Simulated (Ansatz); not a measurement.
```xyz
24
Lattice="6.3861 0.0000 0.0000 0.0000 6.3861 0.0000 0.0000 0.0000 23.4863" Properties=species:S:1:pos:R:3 pbc="T T T"
Si    3.1930    0.0000    8.4999
Si    3.1930    3.1930    8.4999
Si    0.0000    0.0000    8.4999
Si    0.0000    3.1930    8.4999
W     1.5965    4.7896    9.7936
W     1.5965    1.5965    9.7936
W     4.7896    4.7896    9.7936
W     4.7896    1.5965    9.7936
Si    3.1930    0.0000   11.0872
Si    3.1930    3.1930   11.0872
Si    0.0000    0.0000   11.0872
Si    0.0000    3.1930   11.0872
Si    4.7896    4.7896   12.3496
Si    4.7896    1.5965   12.3496
Si    1.5965    4.7896   12.3496
Si    1.5965    1.5965   12.3496
W     3.1930    3.1930   13.6395
W     3.1930    0.0000   13.6395
W     0.0000    3.1930   13.6395
W     0.0000    0.0000   13.6395
Si    4.7896    4.7896   14.9181
Si    4.7896    1.5965   14.9181
Si    1.5965    4.7896   14.9181
Si    1.5965    1.5965   14.9181
```

All numbers below come from DFT PBE+D3(BJ), scalar-relativistic, plane waves, PAW in Ansatz.

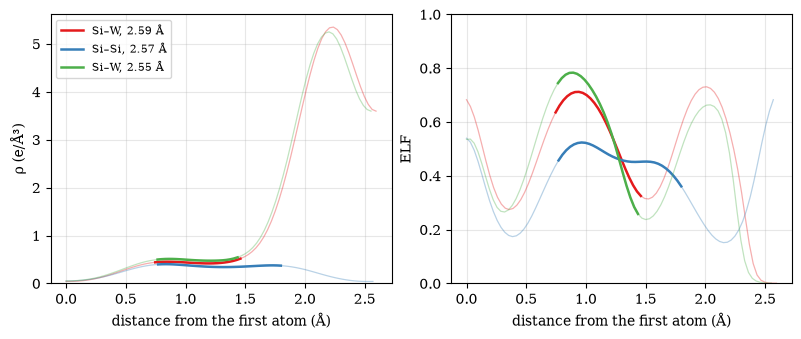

Si$_{2}$W (slab). Valence charge density (pseudo) and electron localisation function along straight lines between neighbouring atoms. Thin, pale parts lie inside the atomic spheres.

Core electrons are frozen (PAW), and the valence fields are smoothed inside the atomic spheres.

**What can be read from the curves?**

Si–W (2.59 Å): ρ at the midpoint is about 0.43 e/Å³; the ELF peaks at about 0.70 in the valence shell of Si, 0.9 Å from its nucleus, and is about 0.45 at the midpoint.
Si–Si (2.57 Å): the density is about 0.34 e/Å³ at the midpoint; the ELF peaks at about 0.50 in the valence shell of Si, 1.0 Å from its nucleus, and is about 0.45 at the midpoint.
Si–W (2.55 Å): ρ at the midpoint is about 0.48 e/Å³; the ELF peaks at about 0.80 in the valence shell of Si, 0.9 Å from its nucleus, and is about 0.45 at the midpoint.
